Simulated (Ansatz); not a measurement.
PtSe₂: space group R3m (No. 160), a = 3.641 Å, b = 3.641 Å, c = 16.454 Å, α = 90.00°, β = 90.00°, γ = 120.00°. The structure is the input geometry of an electronic-structure calculation and need not be at equilibrium. It was generated, so it need not be a known form of this composition. Forms under 0.4 % of the area are left out. Forms are taken in the Laue class: a face and its opposite count as one form.

Estimate the growth shape by the BFDH rule (face distance proportional to 1/d, absences counted).

The forms computed, by share of the surface:

```
 form  faces  d (Å)  share of area (%)
{003}      2  5.485               41.9
{101}      6  3.097               39.5
{012}      6  2.944               18.6
```

Widths along a, b and c stand as 1.00 : 1.00 : 0.48.

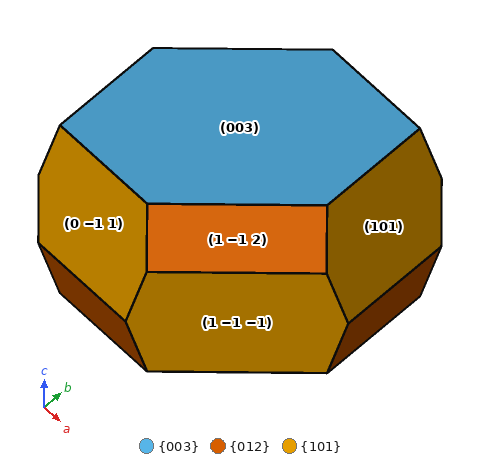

The computed shape, faces indexed. The rule is geometric and ignores bonding and growth conditions.
